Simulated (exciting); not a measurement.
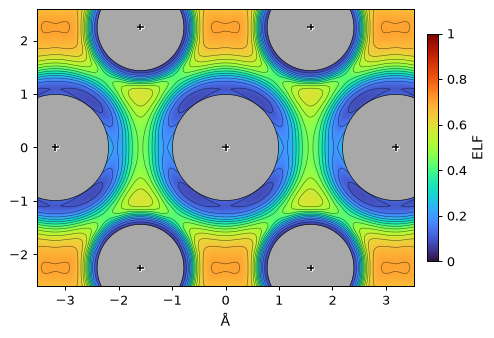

The ELF on a plane through atoms (crosses mark nuclei in the plane; grey discs cover the cores).

These are results of Kohn-Sham DFT of a periodic cell, RPBE, all-electron LAPW+lo, shipped species files in exciting sodium, not measurements.

Candidates:
A. Pt, a = 3.92 Å, b = 3.92 Å, c = 3.92 Å, α = 90.00°, β = 90.00°, γ = 90.00°. Space group Fm-3m.
B. TiAl, a = 3.18 Å, b = 3.18 Å, c = 3.18 Å, α = 90.00°, β = 90.00°, γ = 90.00°. Space group Pm-3m; a structure from a database of computed crystals, not necessarily the ambient phase.
C. Hf, a = 4.44 Å, b = 4.44 Å, c = 4.44 Å, α = 90.00°, β = 90.00°, γ = 90.00°. Space group Fm-3m.

**Which candidate gave the map?**

Candidate B: TiAl on the (110) plane of the conventional cell, which holds Ti and Al. Ti–Al (2.75 Å): the ELF is about 0.25 at the midpoint: no shared electron pair shows on this line.
